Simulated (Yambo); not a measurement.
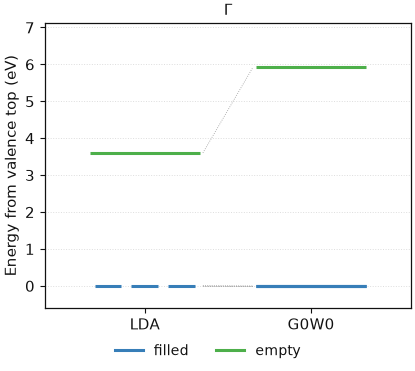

Levels at Γ in LDA and in G0W0, each set counted from its own valence top. Only the states that were corrected are drawn, so degenerate partners can be missing.

System: rocksalt KI, space group Fm-3m, 2 atoms in the primitive cell; cubic a = 7.066 Å. Starting point: LDA, PseudoDojo 0.4.1 SR LDA standard, no spin polarisation, no spin-orbit coupling, 4×4×4 k mesh, 980 eV cutoff, fixed occupations (Yambo). Many-body step: G0W0 with frequency dependence of W plasmon pole, bands in the response 128, bands in the self-energy 128, cutoff of the response matrix 5 Ry and cutoff of exchange and Vxc 72 Ry.

What does G0W0 do to the gap?

Answer. Over the k points that were corrected, the smallest gap goes from 3.60 eV in LDA (direct at Γ) to 5.92 eV in G0W0 (direct at Γ), a change of +2.32 eV (+64 %).

What are the quasiparticle weights at the band edges?

Answer. The quasiparticle weight (renormalisation factor) lies between 0.82 and 0.86 for the top filled and first empty levels.

| k point | LDA direct gap (eV) | G0W0 direct gap (eV) |
| --- | --- | --- |
| Γ | 3.60 | 5.92 |

Spin-orbit coupling is left out, which matters for I. The k mesh is thin for GW. Bands, cutoffs and mesh are finite, so these values aren't at the basis limit.
